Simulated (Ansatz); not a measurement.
## Run report: CaF2, single-point calculation (part 2 of 2)

The same run, continued: CaF2 (slab, 36 atoms in the cell); DFT PBE+D3(BJ), scalar-relativistic, plane waves, PAW, no spin polarisation (Ansatz 0.2.0); cutoff 420 eV, 3×3×1 k-mesh, Gaussian smearing of 0.05 eV. The structure derives from an entry of the Crystallography Open Database. It belongs to a series of runs on one base structure; here: the slab at its places in the relaxed adsorbed structure.

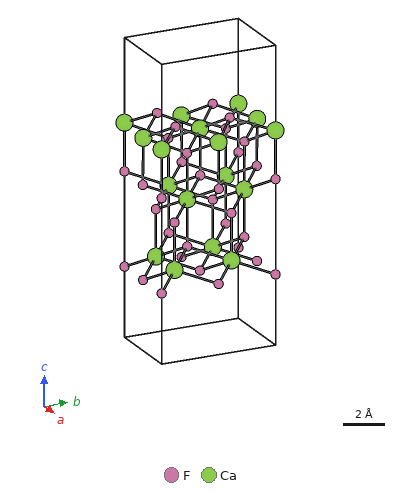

The structure as given in the input (ball-and-stick view of the cell of the calculation, with the vacuum cut short, seen slightly off an axis). An atom can appear more than once, as a periodic image.

### Output, continued
```
  k-point 1: bands = ["-40.7956", "-40.4924", "-40.4819", "-40.4788", "-40.4642", "-40.3661", "-40.3605", "-40.3017", "-40.2898", "-40.2815", "-40.2750", "-40.2613", "-24.3826", "-24.3596", "-24.3243", "-24.2788", "-24.2467", "-24.2129", "-24.1911", "-24.1759", "-24.0785", "-24.0525", "-24.0144", "-23.9477", "-23.8886", "-23.8238", "-23.7748", "-23.6382", "-23.4235", "-23.4212", "-23.3415", "-23.3155", "-23.3091", "-23.2502", "-23.1939", "-23.0778", "-21.7705", "-21.6370", "-21.5957", "-21.5304",
      "-21.5178", "-21.4759", "-21.4590", "-21.4325", "-21.4049", "-21.3984", "-21.3866", "-21.3797", "-21.3556", "-21.3173", "-21.2986", "-21.2956", "-21.2791", "-21.2722", "-21.2551", "-21.2257", "-21.2015", "-21.1730", "-21.1645", "-21.1251", "-21.1208", "-21.1006", "-20.9630", "-20.9483", "-20.9325", "-20.9247", "-20.9097", "-20.9011", "-20.8531", "-20.8002", "-20.7919", "-20.7587", "-6.5390", "-6.5318", "-6.4894", "-6.1856", "-6.1640", "-6.1603", "-6.1423", "-6.1256",
      "-6.1076", "-6.0826", "-6.0316", "-6.0006", "-5.9987", "-5.9878", "-5.9817", "-5.9105", "-5.8062", "-5.7923", "-5.7865", "-5.7744", "-5.7534", "-5.7295", "-5.6896", "-5.6639", "-5.5755", "-5.5669", "-5.5528", "-5.5103", "-5.4899", "-5.3551", "-5.3464", "-5.2305", "-5.2294", "-5.2107", "-5.1821", "-5.1524", "-5.0666", "-5.0043", "-4.9302", "-4.8957", "-4.8915", "-4.8728", "-4.8696", "-4.8613", "-4.8340", "-4.8070", "-4.8002", "-4.7779",
      "-4.6109", "-4.5768", "-4.5751", "-4.5388", "-4.5168", "-4.5036", "-4.4942", "-4.4736", "-4.4674", "-4.4588", "-4.4457", "-4.4262", "-4.4119", "-4.4043", "-4.3864", "-4.3392", "-4.3253", "-4.3136", "-4.2742", "-4.2336", "-4.2231", "-4.1883", "-4.1477", "-4.1002", "2.9181", "3.0941", "3.8449", "3.9593", "4.0774", "4.1102", "4.1392", "4.1638", "4.2137", "4.2634", "4.3507", "4.3989", "4.4196", "4.4540", "4.5370", "4.5957",
      "4.6114", "4.6965", "4.7623", "4.8107", "4.8188", "4.8357", "4.8944", "4.8997", "4.9433", "4.9665", "5.0337", "5.0679", "5.1702", "5.2213", "5.2386", "5.2581", "5.3087", "5.3342", "5.3892", "5.3994"]
  k-point 2: bands = ["-40.7956", "-40.4922", "-40.4833", "-40.4775", "-40.4643", "-40.3685", "-40.3578", "-40.3022", "-40.2899", "-40.2787", "-40.2779", "-40.2610", "-24.3867", "-24.3499", "-24.3303", "-24.2791", "-24.2456", "-24.2160", "-24.1822", "-24.1820", "-24.0693", "-24.0647", "-24.0123", "-23.9317", "-23.9077", "-23.8194", "-23.7752", "-23.6380", "-23.4230", "-23.4217", "-23.3660", "-23.3091", "-23.2601", "-23.2531", "-23.2274", "-23.0726", "-21.7701", "-21.6334", "-21.5904", "-21.5285",
      "-21.5204", "-21.4753", "-21.4585", "-21.4331", "-21.4142", "-21.4031", "-21.3863", "-21.3781", "-21.3440", "-21.3366", "-21.3055", "-21.2940", "-21.2796", "-21.2738", "-21.2541", "-21.2257", "-21.2028", "-21.1769", "-21.1510", "-21.1221", "-21.1180", "-21.0981", "-20.9614", "-20.9355", "-20.9317", "-20.9240", "-20.9157", "-20.8929", "-20.8631", "-20.7975", "-20.7952", "-20.7653", "-6.5380", "-6.5332", "-6.4890", "-6.1861", "-6.1630", "-6.1623", "-6.1416", "-6.1252",
      "-6.1010", "-6.0895", "-6.0304", "-6.0002", "-5.9985", "-5.9885", "-5.9815", "-5.9106", "-5.8106", "-5.7890", "-5.7872", "-5.7745", "-5.7520", "-5.7307", "-5.6820", "-5.6710", "-5.5783", "-5.5656", "-5.5518", "-5.5101", "-5.4893", "-5.3576", "-5.3448", "-5.2305", "-5.2291", "-5.2094", "-5.1756", "-5.1585", "-5.0659", "-5.0045", "-4.9307", "-4.8982", "-4.8936", "-4.8700", "-4.8695", "-4.8601", "-4.8357", "-4.8050", "-4.7974", "-4.7826",
      "-4.6098", "-4.5759", "-4.5751", "-4.5346", "-4.5304", "-4.5017", "-4.4832", "-4.4718", "-4.4715", "-4.4596", "-4.4431", "-4.4251", "-4.4128", "-4.4044", "-4.3894", "-4.3377", "-4.3319", "-4.3128", "-4.2709", "-4.2354", "-4.2220", "-4.1725", "-4.1659", "-4.0971", "2.9182", "3.0956", "3.8447", "3.9461", "4.0815", "4.1117", "4.1398", "4.1627", "4.2192", "4.2608", "4.3480", "4.3963", "4.4248", "4.4583", "4.5361", "4.6019",
      "4.6111", "4.6977", "4.7608", "4.8067", "4.8099", "4.8357", "4.8894", "4.9003", "4.9415", "4.9805", "5.0336", "5.0669", "5.1778", "5.2250", "5.2285", "5.2539", "5.3202", "5.3418", "5.3910", "5.3951"]
  k-point 4: bands = ["-40.7956", "-40.4925", "-40.4819", "-40.4788", "-40.4642", "-40.3662", "-40.3605", "-40.3017", "-40.2898", "-40.2818", "-40.2749", "-40.2613", "-24.3823", "-24.3599", "-24.3246", "-24.2787", "-24.2466", "-24.2127", "-24.1913", "-24.1761", "-24.0787", "-24.0525", "-24.0144", "-23.9477", "-23.8878", "-23.8240", "-23.7749", "-23.6382", "-23.4235", "-23.4211", "-23.3353", "-23.3224", "-23.3092", "-23.2502", "-23.1926", "-23.0782", "-21.7704", "-21.6366", "-21.5964", "-21.5305",
      "-21.5177", "-21.4759", "-21.4590", "-21.4325", "-21.4049", "-21.3988", "-21.3865", "-21.3797", "-21.3554", "-21.3175", "-21.2985", "-21.2953", "-21.2792", "-21.2719", "-21.2551", "-21.2261", "-21.2017", "-21.1732", "-21.1647", "-21.1250", "-21.1208", "-21.1008", "-20.9631", "-20.9485", "-20.9325", "-20.9247", "-20.9096", "-20.9014", "-20.8521", "-20.8002", "-20.7919", "-20.7584", "-6.5388", "-6.5317", "-6.4897", "-6.1863", "-6.1639", "-6.1602", "-6.1420", "-6.1254",
      "-6.1076", "-6.0828", "-6.0318", "-6.0004", "-5.9987", "-5.9879", "-5.9818", "-5.9105", "-5.8061", "-5.7920", "-5.7866", "-5.7743", "-5.7536", "-5.7292", "-5.6894", "-5.6641", "-5.5756", "-5.5674", "-5.5526", "-5.5107", "-5.4898", "-5.3549", "-5.3465", "-5.2308", "-5.2291", "-5.2106", "-5.1817", "-5.1525", "-5.0658", "-5.0044", "-4.9310", "-4.8960", "-4.8912", "-4.8728", "-4.8693", "-4.8611", "-4.8342", "-4.8070", "-4.8005", "-4.7774",
      "-4.6107", "-4.5768", "-4.5752", "-4.5385", "-4.5164", "-4.5043", "-4.4949", "-4.4739", "-4.4669", "-4.4587", "-4.4459", "-4.4261", "-4.4115", "-4.4043", "-4.3865", "-4.3389", "-4.3244", "-4.3143", "-4.2743", "-4.2335", "-4.2233", "-4.1889", "-4.1471", "-4.1004", "2.9181", "3.0941", "3.8449", "3.9599", "4.0770", "4.1106", "4.1395", "4.1640", "4.2132", "4.2635", "4.3510", "4.3988", "4.4189", "4.4542", "4.5364", "4.5960",
      "4.6106", "4.6965", "4.7622", "4.8108", "4.8187", "4.8356", "4.8946", "4.8995", "4.9434", "4.9664", "5.0340", "5.0678", "5.1703", "5.2214", "5.2385", "5.2577", "5.3090", "5.3345", "5.3894", "5.3995"]
```

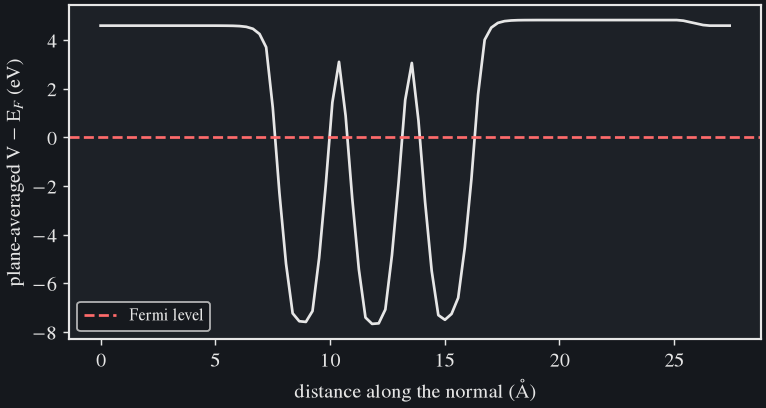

Plane average of the electrostatic potential energy of an electron across the cell, from the Fermi level. The vacuum level lies 4.82 eV above the Fermi level on the upper side and 4.59 eV on the lower.

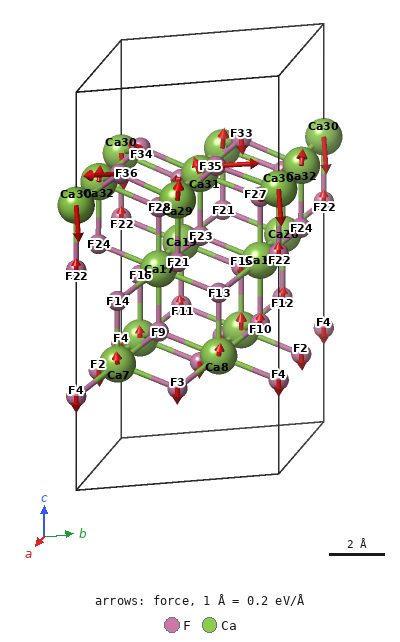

Forces on the atoms as red arrows (ball-and-stick view of the cell of the calculation, with the vacuum cut short, seen slightly off an axis; atoms are numbered from 1 in the order of the input); the smallest are left out. The largest act on F36 (0.33 eV/Å); F35 (0.32 eV/Å); Ca30 (0.27 eV/Å); F34 (0.25 eV/Å), among others. The geometry is not a stationary point of this energy.

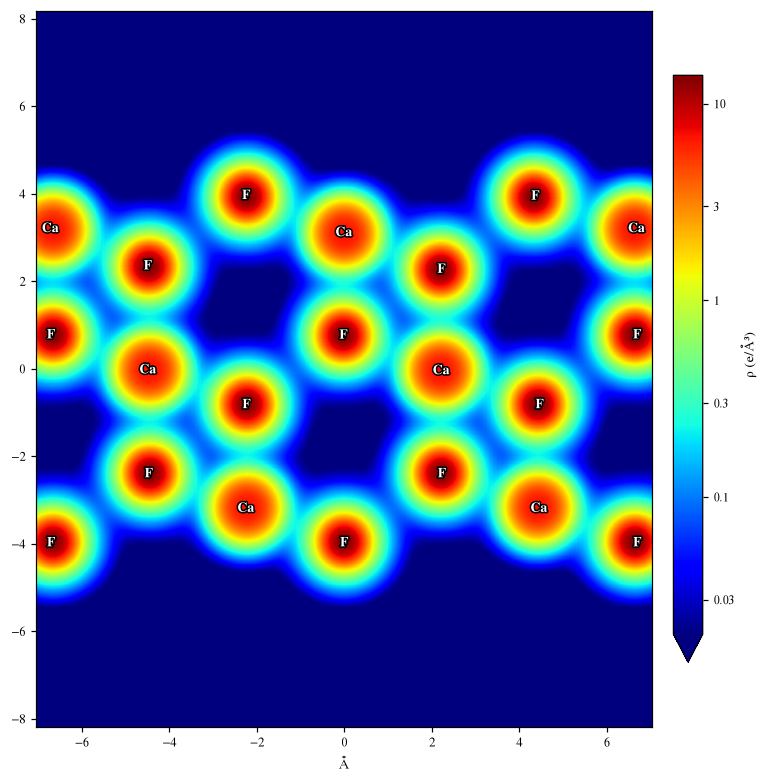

Valence charge density (pseudo) on the (110) plane of the calculation cell, a cut from vacuum to vacuum. Ca–F (2.31 Å): the density is about 0.25 e/Å³ at the midpoint. Ca–F (2.36 Å): ρ at the midpoint is about 0.23 e/Å³. Ca–F (2.39 Å): the density is about 0.21 e/Å³ at the midpoint. The density dies away to nearly zero in the vacuum. Core electrons are frozen (PAW), so the fields are smoothed inside the atomic spheres.

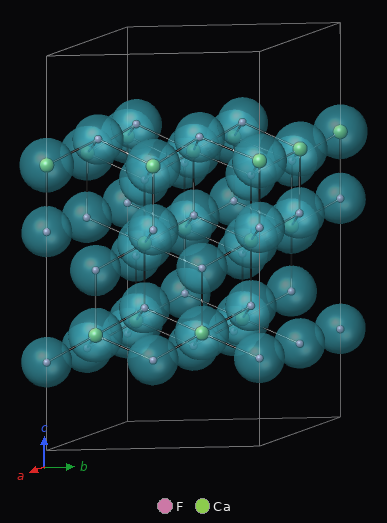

Isosurface of the valence electron density at 0.4 e/Å³ (cyan), seen slightly off an axis. Sticks mark near contacts. At this value the density breaks into separate islands; it holds about 85 % of the electrons treated as valence (semicore included). It is pinched off along the Ca–F (2.31 Å), Ca–F (2.36 Å) and Ca–F (2.40 Å) contacts. On the grid the lowest density along these lines, outside the cores, is 0.25 e/Å³ (Ca–F, 2.31 Å), 0.23 e/Å³ (Ca–F, 2.36 Å) and 0.21 e/Å³ (Ca–F, 2.40 Å).
